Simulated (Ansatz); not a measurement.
Mo: single-point calculation

- system: Mo (P6₃/mmc, 2 atoms in the cell)
- method: DFT r2SCAN, scalar-relativistic, plane waves, PAW, no spin polarisation (Ansatz 0.2.0)

The structure was made by swapping elements on the sites of another compound; it need not be a known phase. It belongs to a series of runs on one base structure; here: Ru -> Mo on all its sites, cell and atoms relaxed. Figures and captions count atoms from 1; the log counts them from 0 in places.

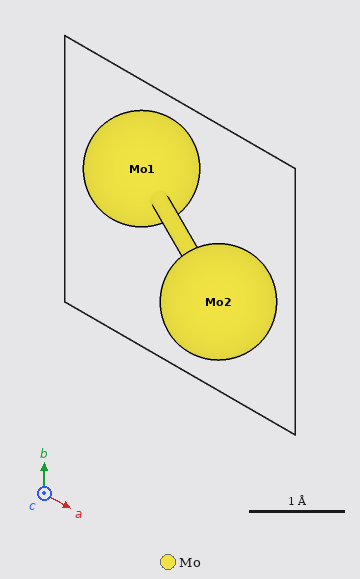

**Figure 1.** The structure as given in the input (ball-and-stick view of the cell of the calculation, along the c axis; atoms are numbered from 1 in the order of the input). An atom can appear more than once, as a periodic image.

### Input file
```yaml
crystal:
  lattice:
    - [2.8031451152, 0.0, 0.0]
    - [-1.4015725576, 2.4275948803, 0.0]
    - [0.0, 0.0, 4.4247628419]
  atoms:
    - { symbol: Mo, position: [0.3333333333, 0.6666666667, 0.25] }
    - { symbol: Mo, position: [0.6666666667, 0.3333333333, 0.75] }
basis:
  ecutwfc: 500
kpoints:
  mp_grid: { grid: [6, 6, 4] }
hamiltonian:
  xc: r2scan
scf:
  occupations: { method: gaussian, width: 0.1 }
output:
  forces: true
  stress: true
  eigenvalues: true
```

Launched with:
```bash
ansatz run input.yaml --threads 1 --pin off --max-ram 2560MiB --backend cpu --events-out ev --progress --plain --runs-dir out
```

### Log
```
Engine: ansatz 0.2.0, x86_64-unknown-linux-gnu
Pseudopotentials: kind: paw
Pseudopotential: Mo, paw, valence charge 14, recommended cutoff 500 eV (meta_gga), Mo.paw.azcp
Functional definition: r2SCAN
  parameter k0 = 0.174
  parameter k1 = 0.065
  parameter a1 = 4.9479
  exchange = r2scan_x(k0 = k0, k1 = k1, a1 = a1)
  correlation = r2scan_c
Crystal: 2 atoms, lattice volume = 30.110 Å³
Basis set: ecut = 500 eV, 761 PW (Γ), exchange–correlation on 96×96×144 points (64 copies of the dense FFT grid, shifted against one another)
Bands: 18, of which v1, the nominal top of the filled ones, is band 14 counted from 1 (13 counted from 0)
Symmetry: 24 space group operations
Space group: P63/mmc (ITA 194), of the structure as read, at distance tolerance 3.1e-5 Å
k-points: 21 of 144
Non-local potential: Mo, projectors of the file, l = 0: 3, l = 1: 2, l = 2: 2, l = 3: 1
PAW form: soft (Blöchl's): semilocal exchange-correlation on the pseudo side does not see the compensation charge
PAW frozen core: Mo, regenerated for the run's functional (the file was generated under x = pbe(κ = 0.804, μ = 0.2195149727645171), c = pbe(β = 0.06672455060314922))
PAW one-centre angular grid: Mo, 590 points (default); XC on 160 Gauss nodes
Initial density: superposition of atomic densities (neutral atoms: chi_scale 0, normalization atom), corrected by the library's trained network
Initial wavefunctions: pseudopotential atomic-orbital guess
Functional: x = r2scan, c = r2scan; τ floored in thin density (d = 2e-4 eV/Å³)
SCF iter   1: F=—  HF=-9934.013809 eV  |F-HF|=—  |Δ(HF+E_count)|=         —  Δρ=1.13e-2  dr2=1.37e-2  dr2_τ=2.32e-2  ethr=1.77e-3  ⟨swp⟩=5.1  Hψ=1752  notcnv=0
preconditioner: auto → none  [metal: Δε(μ)=0.069 eV  Ē_g=4.926 eV  σ=0.100 eV  W_gap=0.36  n_scr=8 (ndim 8)  ℏωp=23.4 eV  f_vac=0.000  D(μ)=2.07/eV (n_scr^D=22)  sad-step TF]
SCF iter   2: F=—  HF=-9934.020636 eV  |F-HF|=—  |Δ(HF+E_count)|=   6.83e-3  Δρ=6.76e-3  dr2=5.16e-3  dr2_τ=2.66e-4  ethr=4.88e-5  ⟨swp⟩=1.3  Hψ=564  notcnv=0
SCF iter   3: F=—  HF=-9934.021664 eV  |F-HF|=—  |Δ(HF+E_count)|=   1.03e-3  Δρ=6.24e-4  dr2=7.16e-5  dr2_τ=2.24e-5  ethr=1.84e-5  ⟨swp⟩=2.6  Hψ=630  notcnv=0
SCF iter   4: F=—  HF=-9934.021666 eV  |F-HF|=—  |Δ(HF+E_count)|=   1.16e-6  Δρ=2.13e-4  dr2=7.30e-6  dr2_τ=2.11e-6  ethr=2.56e-7  ⟨swp⟩=2.0  Hψ=669  notcnv=0
SCF iter   5: F=—  HF=-9934.021668 eV  |F-HF|=—  |Δ(HF+E_count)|=   2.05e-6  Δρ=6.13e-5  dr2=6.17e-7  dr2_τ=1.72e-7  ethr=2.61e-8  ⟨swp⟩=2.0  Hψ=626  notcnv=0
SCF iter   6: F=-9934.021668 eV  HF=-9934.021668 eV  |F-HF|=3.57e-8  |Δ(HF+E_count)|=   3.68e-8  Δρ=1.56e-5  dr2=2.89e-8  dr2_τ=6.65e-9  ethr=3.57e-10  ⟨swp⟩=5.1  Hψ=1662  notcnv=0
SCF 1 converged in 6 iterations: F = -9934.021668 eV  dr2 = 2.89e-8
  greatest PAW one-centre occupation: 0.997 electrons in one spin orbital (limit 2), on the Mo atom at site 1 (counted from 0), in its partial waves of l = 0
```

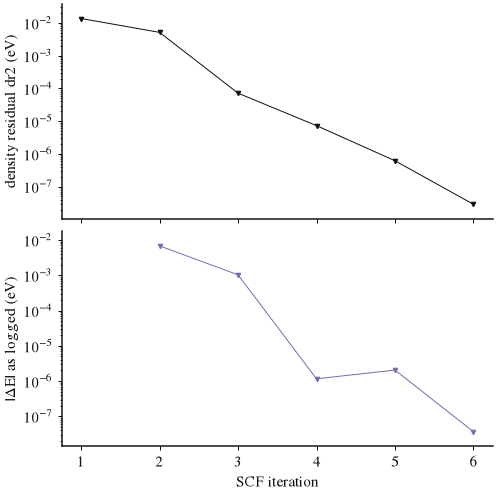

**Figure 2.** Convergence of the self-consistent field: density residual dr2 and size of the energy change against the SCF iteration. The residual falls at every step.

```
SCF converged after 6 iterations
Free energy (F): -9934.021668 eV
Harris-Foulkes:  -9934.021668 eV  (|F-HF|=3.57e-8)
Internal energy: -9934.011008 eV  (E = F + TS)
E sigma→0 (E₀):  -9934.016338 eV
Entropy (-TS):   -0.010659 eV (-5.330 meV/atom)
Fermi energy:    21.598349 eV
--- Per-component energies (eV) ---
  E_band       = -105.128895
  E_kinetic    = 885.703405
  E_local      = -1517.505624  (includes V_loc(G=0)·N_el)
  E_nonlocal   = 287.279370
  E_hartree    = 505.127548
  E_xc         = -358.045772
  E_vxc        = -514.622286  (∫ρ·V_xc dr)
  E_paw        = -6435.507041  (= ΣΔE_a)
  E_vpaw       = -290.628721  (= ΣTr[D̂ρ^β])
  E_aug_tail   = 0.000006  (compensation charges beyond the density's cutoff)
  E_vtau       = 34.389218  (kinetic-family band-sum trace: ∫τ·v_τ [+ j·A + Jᵃ·Aᵃ] dr)
  E_ewald      = -3300.620493
  E_core_change = -0.442407  (= ΣΔE_core)
  E_smearing   = -0.010659  (= −TS)
  E_closure    = -0.000000  (closes the sum)
  Σ components = -9934.021668   (vs F -9934.021668, Δ=0.00e0)
--- Forces (eV/Å), atoms counted from 1 ---
  atom   1  Mo     0.00000000    -0.00000000     0.00000000
  atom   2  Mo     0.00000000     0.00000000     0.00000000
  max |Σ_I F_I| component: 9.25e-18 eV/Å
--- Stress (GPa, compression-positive) ---
       13.176536       0.000000      -0.000000
        0.000000      13.176536      -0.000000
       -0.000000      -0.000000      12.023943
  P = ⅓ Tr σ = 12.7923 GPa (127.923 kbar)
--- Band table (eV; the first three rows and the last of 21) ---
  k-point 0: bands = ["-41.0599", "-40.7003", "-15.1651", "-13.7597", "-13.7597", "-13.5027", "-13.5027", "-13.3543", "14.2781", "16.3401", "20.7479", "20.7479", "21.1114", "21.6391", "21.6391", "22.3378", "22.3378", "23.7414"]
  k-point 1: bands = ["-41.0086", "-40.7543", "-14.9163", "-13.7225", "-13.7225", "-13.6382", "-13.5408", "-13.5408", "14.9918", "16.5434", "20.4875", "20.4875", "20.6878", "21.1939", "21.1939", "22.1683", "23.2720", "23.2720"]
  k-point 2: bands = ["-40.8828", "-40.8828", "-14.2946", "-14.2946", "-13.6321", "-13.6321", "-13.6321", "-13.6321", "16.3704", "16.3704", "20.3926", "20.3926", "20.5812", "20.5812", "20.5812", "20.5812", "24.7739", "24.7739"]
  k-point 20: bands = ["-40.6711", "-40.6711", "-14.8379", "-14.8379", "-14.4525", "-14.4525", "-13.6806", "-13.6806", "18.1752", "18.1752", "18.6253", "18.6253", "20.3863", "20.3863", "22.4235", "22.4235", "25.4989", "25.4989"]
```

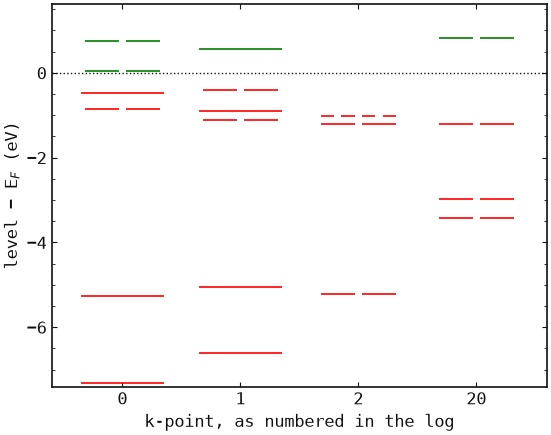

**Figure 3.** Kohn–Sham levels near the Fermi level (dotted) at the few k-points that the log prints; levels within 0.02 eV of each other stand side by side. The system is metallic on the full mesh.

### Results in brief

- outcome: converged
- space group (tolerance 0.01 Å): P6₃/mmc (194)
- electrons treated: 28
- free energy: −9934.0217 eV
- Fermi energy: 21.598 eV
- gap on the k-point mesh: none (metallic)
- pressure: 12.79 GPa
- largest force (length of the vector): under 0.001 eV/Å
- hardware: 1 thread of Intel Xeon @ 2.50GHz (Skylake/Cascade Lake), 189 GiB of memory available, shared host
- wall time: 2.8 s
- peak memory: 0.38 GiB

### Remarks

The cell is under a pressure of 12.8 GPa at this level, so it is not at its equilibrium volume.
